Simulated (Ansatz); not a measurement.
## TiC: geometry relaxation (part 3 of 3)

TiC (slab, 24 atoms in the cell); DFT PBE, scalar-relativistic, plane waves, PAW, no spin polarisation (Ansatz 0.2.0); cutoff 420 eV, 4×4×1 k-mesh, Gaussian smearing of 0.1 eV. The structure derives from an entry of the Crystallography Open Database. The input holds or restrains some coordinates. Forces given for the steps count only the free coordinates. It belongs to a series of runs on one base structure; here: clean slab, lower planes held.

Geometry of the input (Å; fractional positions):
```
6.1277  0.0000  0.0000
-3.0638  5.3067  0.0000
0.0000  0.0000  22.2540
C  0.1667  0.3333  0.3595
C  0.1667  0.8333  0.3595
C  0.6667  0.3333  0.3595
C  0.6667  0.8333  0.3595
Ti 0.3333  0.1667  0.4157
Ti 0.3333  0.6667  0.4157
Ti 0.8333  0.1667  0.4157
Ti 0.8333  0.6667  0.4157
C  0.5000  0.5000  0.4719
C  0.5000  0.0000  0.4719
C  -0.0000  0.5000  0.4719
C  0.0000  0.0000  0.4719
Ti 0.6667  0.3333  0.5281
Ti 0.6667  0.8333  0.5281
Ti 0.1667  0.3333  0.5281
Ti 0.1667  0.8333  0.5281
C  0.8333  0.6667  0.5843
C  0.8333  0.1667  0.5843
C  0.3333  0.6667  0.5843
C  0.3333  0.1667  0.5843
Ti -0.0000  0.5000  0.6405
Ti 0.0000  0.0000  0.6405
Ti 0.5000  0.5000  0.6405
Ti 0.5000  0.0000  0.6405
```

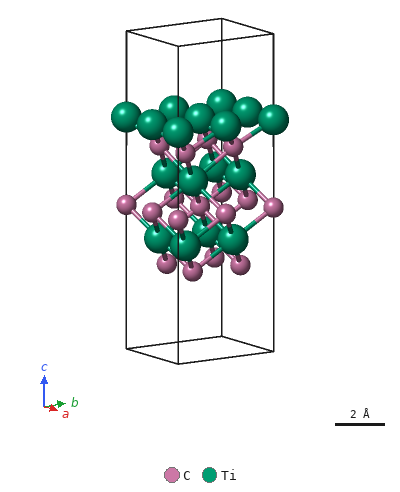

**Figure 1.** The geometry at step 3 of the log (ball-and-stick view of the cell of the calculation, with the vacuum cut short, seen slightly off an axis).

## Output, continued
```
--- Relaxed structure (5 steps of the walk, 5 accepted, 0 SCFs on fresh bases) ---
  F+E_penalty+E_count = -33004.31874653 eV   max|allowed force component| = 1.601e-2 eV/Å
  atoms:
    - { symbol: C, position: [0.16666666666666663, 0.3333333333333333, 0.3594853579999999] }
    - { symbol: C, position: [0.16666666666666652, 0.8333333333333333, 0.3594853579999999] }
    - { symbol: C, position: [0.6666666666666665, 0.3333333333333333, 0.3594853579999999] }
    - { symbol: C, position: [0.6666666666666665, 0.8333333333333333, 0.3594853579999999] }
    - { symbol: Ti, position: [0.33333333333333337, 0.16666666666666663, 0.4156912148] }
    - { symbol: Ti, position: [0.3333333333333333, 0.6666666666666665, 0.4156912148] }
    - { symbol: Ti, position: [0.8333333333333335, 0.16666666666666663, 0.4156912148] }
    - { symbol: Ti, position: [0.8333333333333335, 0.6666666666666665, 0.4156912148] }
    - { symbol: C, position: [0.49999999999999994, 0.4999999999999999, 0.4718970716] }
    - { symbol: C, position: [0.5, 0.0, 0.4718970716] }
    - { symbol: C, position: [-5.551115123125783e-17, 0.4999999999999999, 0.4718970716] }
    - { symbol: C, position: [0.0, 0.0, 0.4718970716] }
    - { symbol: Ti, position: [0.6666666666666665, 0.3333333333333333, 0.5266670598313464] }
    - { symbol: Ti, position: [0.6666666666666665, 0.8333333333333333, 0.5266670598313464] }
    - { symbol: Ti, position: [0.16666666666666663, 0.3333333333333333, 0.5266670598313464] }
    - { symbol: Ti, position: [0.16666666666666652, 0.8333333333333333, 0.5266670598313464] }
    - { symbol: C, position: [0.8333333333333335, 0.6666666666666665, 0.5878780932840638] }
    - { symbol: C, position: [0.8333333333333335, 0.16666666666666663, 0.5878780932840638] }
    - { symbol: C, position: [0.3333333333333333, 0.6666666666666665, 0.5878780932840638] }
    - { symbol: C, position: [0.33333333333333337, 0.16666666666666663, 0.5878780932840638] }
    - { symbol: Ti, position: [-5.551115123125783e-17, 0.4999999999999999, 0.6342829587945097] }
    - { symbol: Ti, position: [-1.3452183758698534e-18, -9.671114325093504e-19, 0.6342829587945097] }
    - { symbol: Ti, position: [0.49999999999999994, 0.4999999999999999, 0.6342829587945097] }
    - { symbol: Ti, position: [0.5, -9.671114325093288e-19, 0.6342829587945097] }
```

## Trajectory as extended XYZ (Å, eV, eV/Å), 5 frames, from step=1 to step=5
```
24
Lattice="6.1277 0.0000 0.0000 -3.0638 5.3067 0.0000 0.0000 0.0000 22.2540" Properties=species:S:1:pos:R:3:forces:R:3 step=1 energy=-33003.55694
C     0.0000    1.7689    8.0000    0.0000   0.0000   0.8803
C    -1.5319    4.4223    8.0000    0.0000   0.0000   0.8803
C     3.0638    1.7689    8.0000    0.0000   0.0000   0.8803
C     1.5319    4.4223    8.0000    0.0000   0.0000   0.8803
Ti    1.5319    0.8845    9.2508    0.0000   0.0000  -0.5648
Ti    0.0000    3.5378    9.2508    0.0000   0.0000  -0.5648
Ti    4.5958    0.8845    9.2508    0.0000   0.0000  -0.5648
Ti    3.0638    3.5378    9.2508    0.0000   0.0000  -0.5648
C     1.5319    2.6534   10.5016    0.0000   0.0000  -0.3198
C     3.0638    0.0000   10.5016    0.0000   0.0000  -0.3198
C    -1.5319    2.6534   10.5016    0.0000   0.0000  -0.3198
C     0.0000    0.0000   10.5016    0.0000   0.0000  -0.3198
Ti    3.0638    1.7689   11.7524    0.0000   0.0000  -0.0445
Ti    1.5319    4.4223   11.7524    0.0000   0.0000  -0.0445
Ti    0.0000    1.7689   11.7524    0.0000   0.0000  -0.0445
Ti   -1.5319    4.4223   11.7524    0.0000   0.0000  -0.0445
C     3.0638    3.5378   13.0032    0.0000   0.0000   1.7332
C     4.5958    0.8845   13.0032    0.0000   0.0000   1.7332
C     0.0000    3.5378   13.0032    0.0000   0.0000   1.7332
C     1.5319    0.8845   13.0032    0.0000   0.0000   1.7332
Ti   -1.5319    2.6534   14.2540    0.0000   0.0000  -1.6836
Ti    0.0000    0.0000   14.2540    0.0000   0.0000  -1.6836
Ti    1.5319    2.6534   14.2540    0.0000   0.0000  -1.6836
Ti    3.0638    0.0000   14.2540    0.0000   0.0000  -1.6836
24
Lattice="6.1277 0.0000 0.0000 -3.0638 5.3067 0.0000 0.0000 0.0000 22.2540" Properties=species:S:1:pos:R:3:forces:R:3 step=2 energy=-33004.11702
C     0.0000    1.7689    8.0000    0.0000   0.0000   0.9004
C    -1.5319    4.4223    8.0000    0.0000   0.0000   0.9004
C     3.0638    1.7689    8.0000    0.0000   0.0000   0.9004
C     1.5319    4.4223    8.0000    0.0000   0.0000   0.9004
Ti    1.5319    0.8845    9.2508    0.0000   0.0000  -0.5304
Ti    0.0000    3.5378    9.2508    0.0000   0.0000  -0.5304
Ti    4.5958    0.8845    9.2508    0.0000   0.0000  -0.5304
Ti    3.0638    3.5378    9.2508    0.0000   0.0000  -0.5304
C     1.5319    2.6534   10.5016    0.0000   0.0000  -0.2728
C     3.0638    0.0000   10.5016    0.0000   0.0000  -0.2728
C    -1.5319    2.6534   10.5016    0.0000   0.0000  -0.2728
C     0.0000    0.0000   10.5016    0.0000   0.0000  -0.2728
Ti    3.0638    1.7689   11.7536    0.0000   0.0000  -0.7481
Ti    1.5319    4.4223   11.7536    0.0000   0.0000  -0.7481
Ti    0.0000    1.7689   11.7536    0.0000   0.0000  -0.7481
Ti   -1.5319    4.4223   11.7536    0.0000   0.0000  -0.7481
C     3.0638    3.5378   13.0143    0.0000   0.0000   1.0299
C     4.5958    0.8845   13.0143    0.0000   0.0000   1.0299
C     0.0000    3.5378   13.0143    0.0000   0.0000   1.0299
C     1.5319    0.8845   13.0143    0.0000   0.0000   1.0299
Ti   -1.5319    2.6534   14.1346    0.0000   0.0000  -0.3830
Ti    0.0000    0.0000   14.1346    0.0000   0.0000  -0.3830
Ti    1.5319    2.6534   14.1346    0.0000   0.0000  -0.3830
Ti    3.0638    0.0000   14.1346    0.0000   0.0000  -0.3830
24
Lattice="6.1277 0.0000 0.0000 -3.0638 5.3067 0.0000 0.0000 0.0000 22.2540" Properties=species:S:1:pos:R:3:forces:R:3 step=3 energy=-33004.30844
C     0.0000    1.7689    8.0000    0.0000   0.0000   0.8952
C    -1.5319    4.4223    8.0000    0.0000   0.0000   0.8952
C     3.0638    1.7689    8.0000    0.0000   0.0000   0.8952
C     1.5319    4.4223    8.0000    0.0000   0.0000   0.8952
Ti    1.5319    0.8845    9.2508    0.0000   0.0000  -0.6180
Ti    0.0000    3.5378    9.2508    0.0000   0.0000  -0.6180
Ti    4.5958    0.8845    9.2508    0.0000   0.0000  -0.6180
Ti    3.0638    3.5378    9.2508    0.0000   0.0000  -0.6180
C     1.5319    2.6534   10.5016    0.0000   0.0000  -0.1119
C     3.0638    0.0000   10.5016    0.0000   0.0000  -0.1119
C    -1.5319    2.6534   10.5016    0.0000   0.0000  -0.1119
C     0.0000    0.0000   10.5016    0.0000   0.0000  -0.1119
Ti    3.0638    1.7689   11.7395    0.0000   0.0000  -0.2748
Ti    1.5319    4.4223   11.7395    0.0000   0.0000  -0.2748
Ti    0.0000    1.7689   11.7395    0.0000   0.0000  -0.2748
Ti   -1.5319    4.4223   11.7395    0.0000   0.0000  -0.2748
C     3.0638    3.5378   13.0825    0.0000   0.0000   0.1262
C     4.5958    0.8845   13.0825    0.0000   0.0000   0.1262
C     0.0000    3.5378   13.0825    0.0000   0.0000   0.1262
C     1.5319    0.8845   13.0825    0.0000   0.0000   0.1262
Ti   -1.5319    2.6534   14.1275    0.0000   0.0000  -0.0166
Ti    0.0000    0.0000   14.1275    0.0000   0.0000  -0.0166
Ti    1.5319    2.6534   14.1275    0.0000   0.0000  -0.0166
Ti    3.0638    0.0000   14.1275    0.0000   0.0000  -0.0166
24
Lattice="6.1277 0.0000 0.0000 -3.0638 5.3067 0.0000 0.0000 0.0000 22.2540" Properties=species:S:1:pos:R:3:forces:R:3 step=4 energy=-33004.31874
C     0.0000    1.7689    8.0000    0.0000   0.0000   0.8979
C    -1.5319    4.4223    8.0000    0.0000   0.0000   0.8979
C     3.0638    1.7689    8.0000    0.0000   0.0000   0.8979
C     1.5319    4.4223    8.0000    0.0000   0.0000   0.8979
Ti    1.5319    0.8845    9.2508    0.0000   0.0000  -0.7252
Ti    0.0000    3.5378    9.2508    0.0000   0.0000  -0.7252
Ti    4.5958    0.8845    9.2508    0.0000   0.0000  -0.7252
Ti    3.0638    3.5378    9.2508    0.0000   0.0000  -0.7252
C     1.5319    2.6534   10.5016    0.0000   0.0000  -0.1878
C     3.0638    0.0000   10.5016    0.0000   0.0000  -0.1878
C    -1.5319    2.6534   10.5016    0.0000   0.0000  -0.1878
C     0.0000    0.0000   10.5016    0.0000   0.0000  -0.1878
Ti    3.0638    1.7689   11.7205    0.0000   0.0000   0.0067
Ti    1.5319    4.4223   11.7205    0.0000   0.0000   0.0067
Ti    0.0000    1.7689   11.7205    0.0000   0.0000   0.0067
Ti   -1.5319    4.4223   11.7205    0.0000   0.0000   0.0067
C     3.0638    3.5378   13.0827    0.0000   0.0000  -0.0081
C     4.5958    0.8845   13.0827    0.0000   0.0000  -0.0081
C     0.0000    3.5378   13.0827    0.0000   0.0000  -0.0081
C     1.5319    0.8845   13.0827    0.0000   0.0000  -0.0081
Ti   -1.5319    2.6534   14.1154    0.0000   0.0000   0.0159
Ti    0.0000    0.0000   14.1154    0.0000   0.0000   0.0159
Ti    1.5319    2.6534   14.1154    0.0000   0.0000   0.0159
Ti    3.0638    0.0000   14.1154    0.0000   0.0000   0.0159
24
Lattice="6.1277 0.0000 0.0000 -3.0638 5.3067 0.0000 0.0000 0.0000 22.2540" Properties=species:S:1:pos:R:3:forces:R:3 step=5 energy=-33004.31875
C     0.0000    1.7689    8.0000    0.0000   0.0000   0.8978
C    -1.5319    4.4223    8.0000    0.0000   0.0000   0.8978
C     3.0638    1.7689    8.0000    0.0000   0.0000   0.8978
C     1.5319    4.4223    8.0000    0.0000   0.0000   0.8978
Ti    1.5319    0.8845    9.2508    0.0000   0.0000  -0.7251
Ti    0.0000    3.5378    9.2508    0.0000   0.0000  -0.7251
Ti    4.5958    0.8845    9.2508    0.0000   0.0000  -0.7251
Ti    3.0638    3.5378    9.2508    0.0000   0.0000  -0.7251
C     1.5319    2.6534   10.5016    0.0000   0.0000  -0.1877
C     3.0638    0.0000   10.5016    0.0000   0.0000  -0.1877
C    -1.5319    2.6534   10.5016    0.0000   0.0000  -0.1877
C     0.0000    0.0000   10.5016    0.0000   0.0000  -0.1877
Ti    3.0638    1.7689   11.7205    0.0000   0.0000   0.0067
Ti    1.5319    4.4223   11.7205    0.0000   0.0000   0.0067
Ti    0.0000    1.7689   11.7205    0.0000   0.0000   0.0067
Ti   -1.5319    4.4223   11.7205    0.0000   0.0000   0.0067
C     3.0638    3.5378   13.0827    0.0000   0.0000  -0.0078
C     4.5958    0.8845   13.0827    0.0000   0.0000  -0.0078
C     0.0000    3.5378   13.0827    0.0000   0.0000  -0.0078
C     1.5319    0.8845   13.0827    0.0000   0.0000  -0.0078
Ti   -1.5319    2.6534   14.1154    0.0000   0.0000   0.0160
Ti    0.0000    0.0000   14.1154    0.0000   0.0000   0.0160
Ti    1.5319    2.6534   14.1154    0.0000   0.0000   0.0160
Ti    3.0638    0.0000   14.1154    0.0000   0.0000   0.0160
```

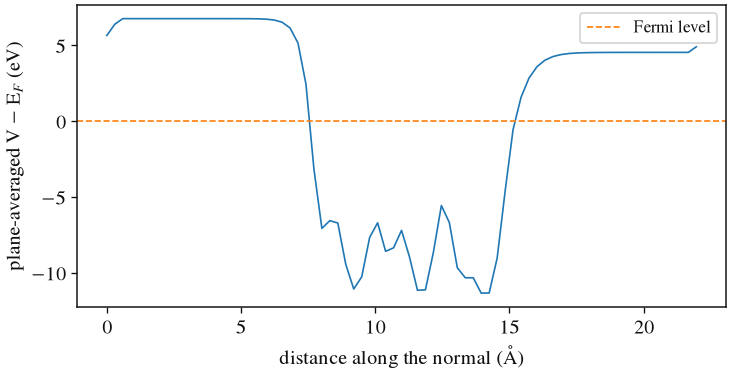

**Figure 2.** Plane average of the electrostatic potential energy of an electron across the cell, from the Fermi level. The vacuum level lies 4.53 eV above the Fermi level on the upper side and 6.76 eV on the lower.

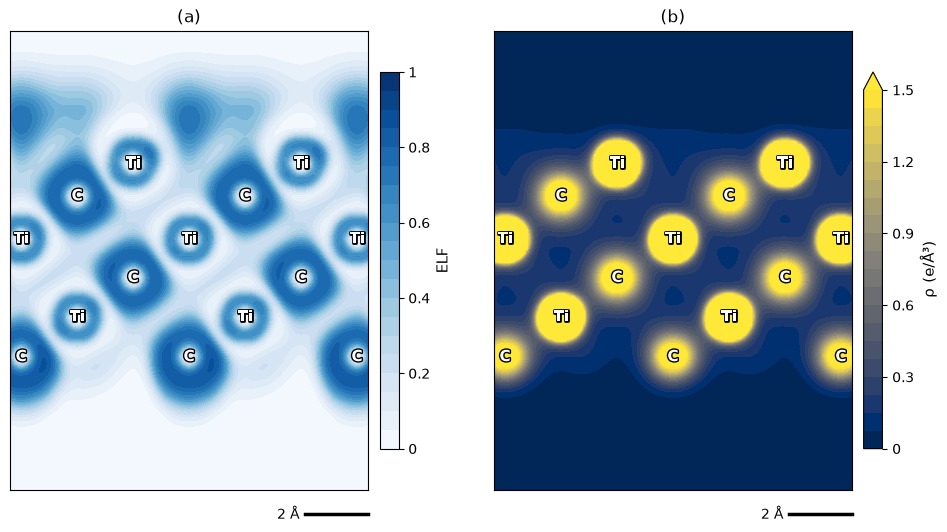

**Figure 3.** (a) electron localisation function; (b) valence charge density (pseudo) on the (110) plane of the calculation cell, a cut from vacuum to vacuum. Ti–C (2.05 Å): the density is about 0.66 e/Å³ at the midpoint; the ELF is about 0.30 at the midpoint; no shared pair; the contact is polar. Ti–C (2.17 Å): ρ at the midpoint is about 0.5 e/Å³; the ELF is about 0.25 at the midpoint; a polar contact without a shared pair, in a metal. Ti–C (2.23 Å): the density is about 0.44 e/Å³ at the midpoint; the ELF is about 0.25 at the midpoint (a polar contact without a shared pair, in a metal). The density dies away to nearly zero in the vacuum. The strong features right at Ti lie inside the PAW spheres (semicore, d or f shells) and say nothing about bonding. In a PAW calculation such maps are meaningful between the atoms, not at the nuclei.

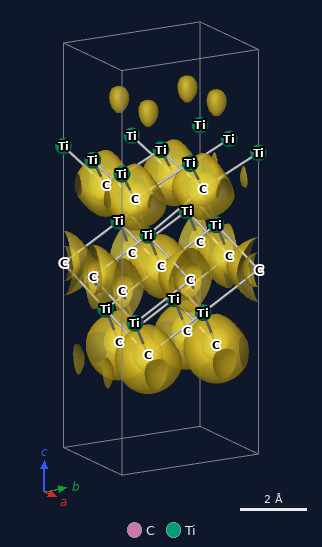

**Figure 4.** Isosurface of the ELF at 0.7 (yellow), seen slightly off an axis. Core shells and regions of very low density are left out. Sticks mark near contacts. Along the contacts the grid gives the following. Ti–C (2.05 Å): the ELF is about 0.30 at the midpoint; a polar contact without a shared pair, in a metal. Ti–C (2.15 Å): the ELF is about 0.25 at the midpoint; no shared pair; the contact is polar.
